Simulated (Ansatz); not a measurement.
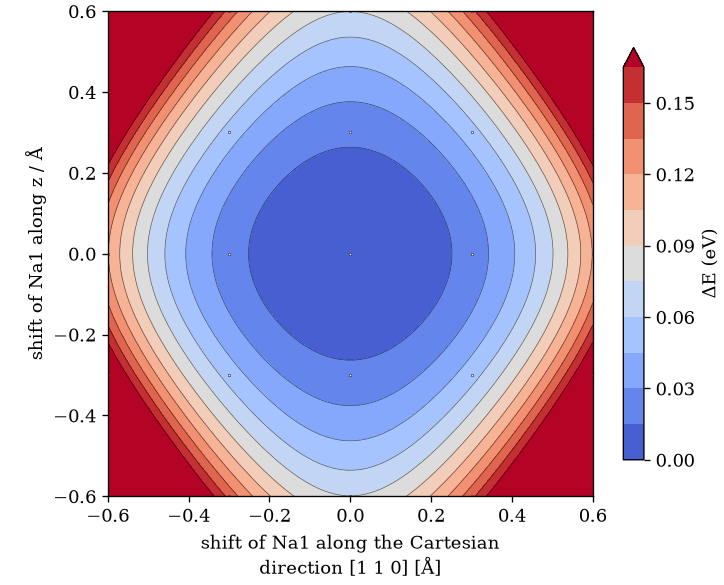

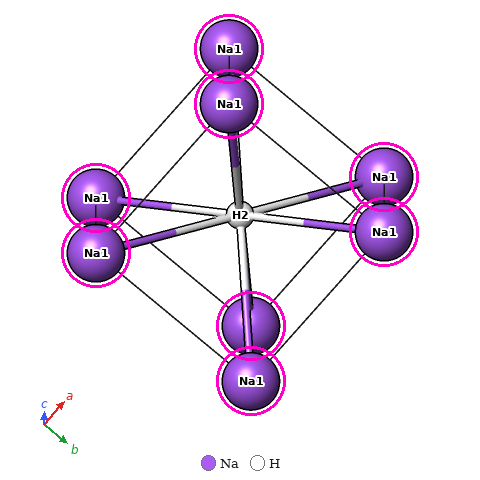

Energy landscape of NaH (Pm-3m, No. 221; 2 atoms in the cell). Atom Na1 is moved over a plane while all other atoms and the cell stay fixed (its periodic images move with it) (x, y and z along the cube axes). First axis: shift of Na1 along the Cartesian direction [1 1 0]. Second axis: shift of Na1 along z. The grid has 5 × 5 points; 9 points were computed and 16 follow by symmetry. Points are written as (first, second). All energies are given in eV per cell relative to the lowest grid point. The reference cell is the one listed in the database, not relaxed at this level. All numbers below come from DFT PBEsol, scalar-relativistic, plane waves, PAW in Ansatz 0.2.0. Settings: cutoff 420 eV, k-mesh 10×10×10, gaussian smearing 0.05 eV, no spin polarisation.

In the figure: filled contours, dots at the grid points, one colour for all values above the top of the scale. Between grid points the surface is interpolated. The second picture is the structure at the lowest point

> What does the map say about the system?

The lowest grid point is at (0.0 Å, 0.0 Å). It is the only kind of minimum in the scanned range. The highest grid point, (−0.6 Å, −0.6 Å), lies 0.441 eV above the lowest. Near the minimum the curvatures are about 0.37 and 0.44 eV/Å² along the soft and the stiff direction.

Grid values (eV):

| second ↓, first → | −0.6 | −0.3 | 0.0 | 0.3 | 0.6 |
| --- | --- | --- | --- | --- | --- |
| 0.6 | 0.441 | 0.145 | 0.075 | 0.145 | 0.441 |
| 0.3 | 0.203 | 0.054 | 0.019 | 0.054 | 0.203 |
| 0.0 | 0.121 | 0.022 | 0.000 | 0.022 | 0.121 |
| −0.3 | 0.203 | 0.054 | 0.019 | 0.054 | 0.203 |
| −0.6 | 0.441 | 0.145 | 0.075 | 0.145 | 0.441 |
